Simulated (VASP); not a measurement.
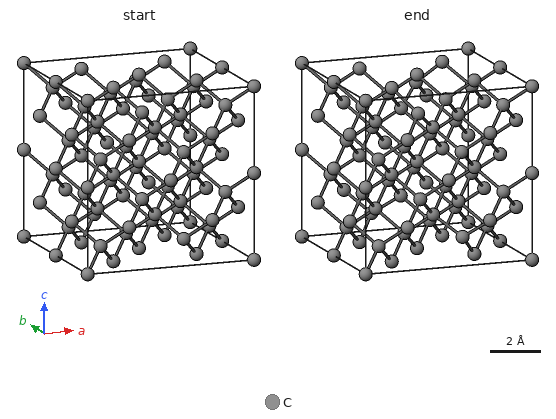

The structure of a defect cell of composition C before (left) and after (right) a relaxation, at one scale.

A ball-and-stick model of the cell of the calculation, seen slightly off an axis.

The run lets the atoms move in a fixed cell.

Theory: Kohn-Sham DFT of a periodic cell, PBE, VASP PAW PBE potentials, recommended (VASP).

The input:
```
SYSTEM = C
  PREC = Accurate
  ENCUT = 450
  EDIFF = 1E-7
  ISMEAR = -1
  SIGMA = 0.05
  LREAL = .False.
  LASPH = .True.
  NELM = 100
  ALGO = Normal
  ISIF = 2
  LWAVE = .False.
  LCHARG = .False.
  GGA = PE
  IBRION = 2
  NSW = 40
  EDIFFG = -0.02
  NELECT = 253
```

Launched with:
```bash
cat potpaw_PBE.64/C/POTCAR > POTCAR
mpirun -np 1 vasp_std > vasp.out
```

Question: What changed between the two?

Answer: The largest moves, 0.11 Å, are those of C atoms. The cell doesn't change. Some distances before and after: C–C 1.547 → 1.495 Å, C–C 1.547 → 1.562 Å, C–C 1.547 → 1.540 Å. Among the angles between lasting bonds that change: C–C–C 109.5° → 113.2°, C–C–C 109.5° → 106.3°, C–C–C 109.5° → 111.8°. The energy falls by 0.656 eV per cell of the calculation in 9 geometry steps. The largest force component goes from 1.4 to 0.0085 eV/Å.

Limits of the set-up: the periodic images lie only 7.1 Å apart, so the values are limited by the cell's size.
